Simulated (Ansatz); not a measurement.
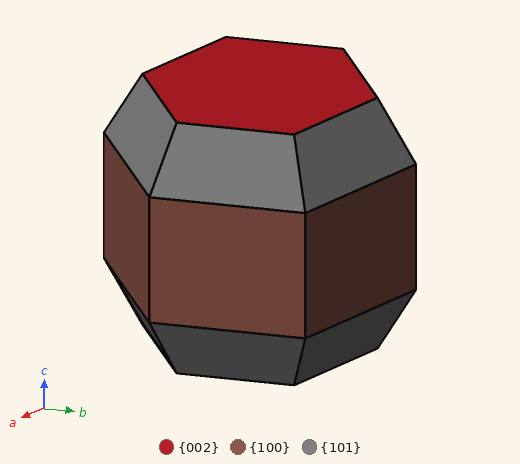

MgO, space group P6_3/mmc (No. 194), a = 2.958 Å, b = 2.958 Å, c = 5.156 Å, α = 90.00°, β = 90.00°, γ = 120.00°. BFDH (Bravais–Friedel–Donnay–Harker) growth shape, computed from the cell and space group alone: each face lies at a distance from the centre proportional to 1/d(hkl), with d taken for the first order that the space group does not extinguish. It ignores bonding, solvent and kinetics. Origin: the geometry relaxed with DFT PBE, scalar-relativistic, plane waves, PAW in Ansatz; the starting structure was generated, so it need not be a known form of this composition. Forms under 0.4 % of the area are left out.

Question: Describe the habit.

Answer: It is roughly equant (blocky). Widths along a, b and c stand as 1.00 : 1.00 : 0.86.

Question: How many faces does the whole crystal have, by form?

Answer: 20 faces: 6 of {100}, 12 of {101} and 2 of {002}.

Question: List the forms with their spacings and shares.

Answer:
```
 form  faces  d (Å)  share of area (%)
{100}      6  2.562               39.2
{101}     12  2.294               38.4
{002}      2  2.578               22.4
```
